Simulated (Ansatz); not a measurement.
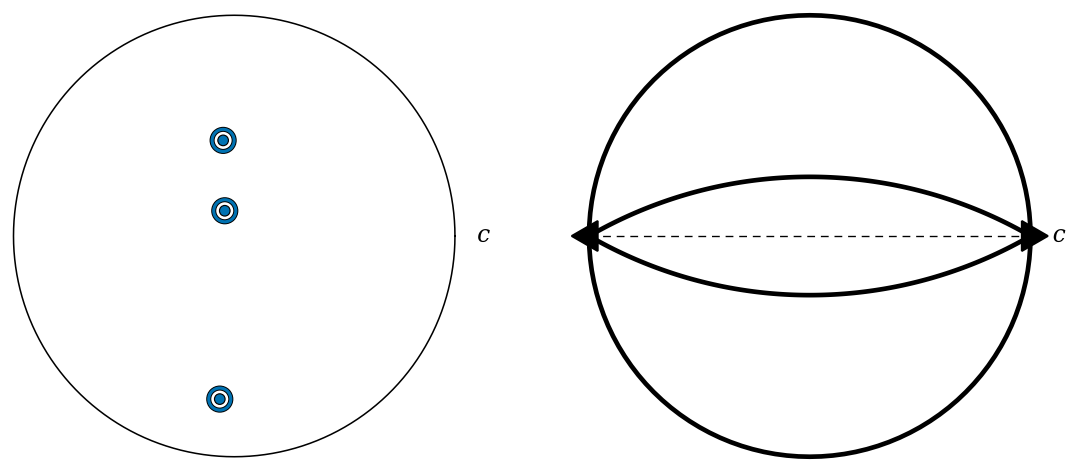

Stereographic projection: filled dots lie in the upper hemisphere, open rings in the lower; heavy lines are mirror planes (a heavy rim: a mirror in the plane of the page); lens, triangle, square and hexagon are 2-, 3-, 4- and 6-fold axes, a lens in an open square is −4, a triangle in an open hexagon −6; thin dashed diameters join the ends of axes that lie in the page; a small open circle marks inversion. The a axis points at the viewer. Left: one general form; right: the symmetry elements. Computed from the symmetry operations of a computed or model structure of composition SrO, which need not be its known form.

### Which point group is this?

3m (C3v), order 6, trigonal system: one threefold axis, three mirror planes.

### Can such a crystal be piezoelectric, pyroelectric or chiral?

It is not centrosymmetric; polar, so pyroelectricity and piezoelectricity are allowed; it is not chiral.
